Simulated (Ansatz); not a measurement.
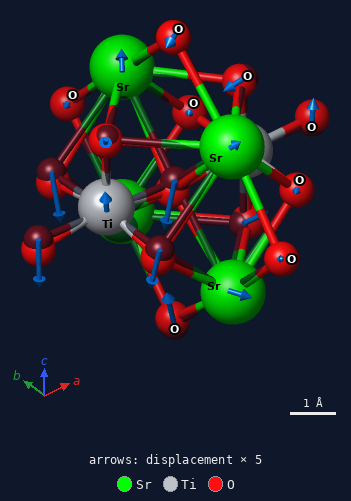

This is a relaxation of a defect cell of composition Sr₂₇Ti₂₇O₈₀ (cell charge +2). The starting structure is drawn faded, the final one solid; blue arrows show the displacements, magnified 5 times.

Style: ball-and-stick. Shown: the atoms within 4.2 Å of the atom that moves most (axes of the cell of the calculation (origin shifted)), from a free direction.

All numbers below come from DFT, PBEsol, PAW, plane waves (Ansatz 0.2.0). Settings: plane-wave cutoff 420 eV; k-point mesh 1 × 1 × 1; mesh shifted by (0.25, 0.25, 0.25); no spin polarisation; atoms relaxed in a fixed cell; force threshold 0.03 eV/Å; at most 80 steps.

Q: What did the optimiser do to the structure, and how much energy did it gain?

A: Over 6 accepted moves (7 points after the start) the energy falls by 3.880 eV per cell of the calculation. The largest force component goes from 5 to 0.023 eV/Å. The line search rejected the trial step at point 6 of the run. The forces were under the threshold at step 5, but the run went on from there. The largest moves, 0.26 Å, are those of O atoms. By element the largest moves are O 0.26 Å, Sr 0.15 Å, Ti 0.13 Å. The lattice vectors keep their values. Near-neighbour distances that change, for instance: O–Sr 2.707 → 2.979 Å, O–Sr 2.741 → 2.998 Å, O–Sr 2.756 → 2.989 Å, Sr–Ti 3.327 → 3.514 Å. Bond angles that change, for instance: O–Ti–O 179.4° → 158.8°, Ti–O–Ti 179.4° → 162.1°, O–Ti–O 88.7° → 100.2°. The run took 20 s on 1 × NVIDIA GB300 Max-Q with 32 threads of Arm Neoverse-V2, peak memory 2.4 GiB.

Limits of the set-up: the cell is charged, on a uniform background, and energies carry no finite-size correction.
